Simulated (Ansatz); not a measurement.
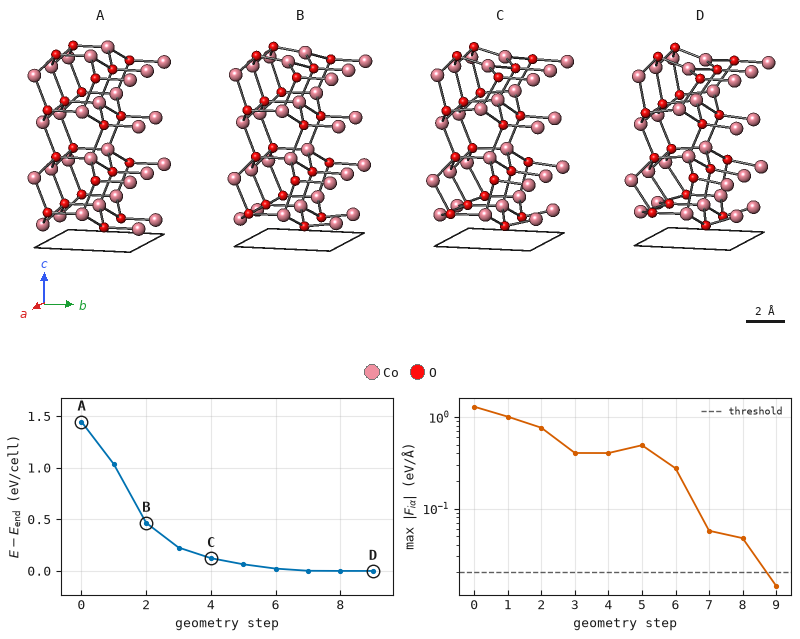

Frames of a relaxation of a slab of composition CoO (cut from the P6_3mc phase), marked on the history of the run. A ball-and-stick model of the 2 × 1 repeat of the cell, outlined in the plane, without the vacuum (origin shifted), seen slightly off an axis.

Case: (1 0 0) slab, atoms relaxed. The slab is the (1 0 0) face of CoO.

Method: DFT PBE, scalar-relativistic, plane waves, PAW (Ansatz).

The input:
```yaml
crystal:
  lattice:
    - [3.1673863794, 0.0, 0.0]
    - [0.0, 5.2885020426, 0.0]
    - [0.0, 0.0, 24.1434568938]
  atoms:
    - { symbol: Co, position: [0.5, 0.9928639217, 0.3106431707], spin: -2.32 }
    - { symbol: O, position: [0.5, 0.6321357001, 0.3106431707], spin: 0.17 }
    - { symbol: Co, position: [0.0, 0.4928638993, 0.3485145365], spin: 2.32 }
    - { symbol: O, position: [0.0, 0.1321354789, 0.3485145365], spin: -0.17 }
    - { symbol: Co, position: [0.0, 0.9928639217, 0.4242572683], spin: -2.32 }
    - { symbol: O, position: [0.0, 0.6321357001, 0.4242572683], spin: 0.17 }
    - { symbol: Co, position: [0.5, 0.4928638993, 0.4621286341], spin: 2.32 }
    - { symbol: O, position: [0.5, 0.1321354789, 0.4621286341], spin: -0.17 }
    - { symbol: Co, position: [0.5, 0.9928639217, 0.5378713659], spin: -2.32 }
    - { symbol: O, position: [0.5, 0.6321357001, 0.5378713659], spin: 0.17 }
    - { symbol: Co, position: [0.0, 0.4928638993, 0.5757427317], spin: 2.32 }
    - { symbol: O, position: [0.0, 0.1321354789, 0.5757427317], spin: -0.17 }
    - { symbol: Co, position: [0.0, 0.9928639217, 0.6514854635], spin: -2.32 }
    - { symbol: O, position: [0.0, 0.6321357001, 0.6514854635], spin: 0.17 }
    - { symbol: Co, position: [0.5, 0.4928638993, 0.6893568293], spin: 2.32 }
    - { symbol: O, position: [0.5, 0.1321354789, 0.6893568293], spin: -0.17 }
basis:
  ecutwfc: 420
kpoints:
  mp_grid: { grid: [11, 7, 1] }
hamiltonian:
  xc: pbe
scf:
  occupations: { method: gaussian, width: 0.05 }
output:
  forces: true
  eigenvalues: true
  populations: true
  write_density: true
  write_potential: true
  elf: true
  volumetric_format: npy
magnetization:
  spin_polarized: true
relax:
  adjacent_minimum: "off"
  f_tol: 0.02
  max_steps: 60
efield:
  axis: 3
  dipole_correction: true
  ramp_width: 0.04
checkpoint:
  read: start.run
  write: ck
  compress: false
  write_wavefunctions: false
  write_every: 100000
```

Run as
```bash
ansatz run input.yaml --threads 2 --pin off --max-ram 5120MiB --backend cpu --events-out ev --progress --plain --runs-dir out
```

Question: Describe the path.

Answer: The largest moves relative to the layer's centre, 0.69 Å, are those of Co1 and Co15. Co15 goes at 10° to the normal (−c side). By element the largest moves are Co 0.69 Å, O 0.26 Å. The cell stays as it was. Some distances before and after: Co11–Co15 3.167 → 2.489 Å, Co15–O16 1.908 → 1.784 Å, Co13–O16 1.971 → 1.887 Å, Co11–O14 1.971 → 2.044 Å. Bond angles that change, for instance: Co1–O4–Co5 106.9° → 77.1°, O4–Co5–O6 111.9° → 133.5°, Co11–O12–Co13 111.9° → 92.1°. The energy falls by 1.447 eV per cell of the calculation in 9 geometry steps. Largest force component: 1.3 eV/Å at the start, 0.014 eV/Å at the end. Cost: 35 min on 2 threads of Intel(R) Xeon(R) Processor @ 2.70GHz (shared host), peak memory 2 GiB. From step 0 to 2: Co atoms move most (0.33 Å), energy −0.981 eV per cell of the calculation. From step 2 to 4: Co atoms move most (0.23 Å), energy −0.342 eV per cell of the calculation. From step 4 to 9: Co atoms move most (0.17 Å), energy −0.124 eV per cell of the calculation.

```tsv
step	E − E(0), meV/atom	largest force component, eV/Å
0	0.00	1.2951
1	-25.73	1.0080
2	-61.31	0.7630
3	-76.27	0.4043
4	-82.71	0.4037
5	-86.42	0.4915
6	-89.03	0.2751
7	-90.35	0.0572
8	-90.44	0.0475
9	-90.46	0.0143
```
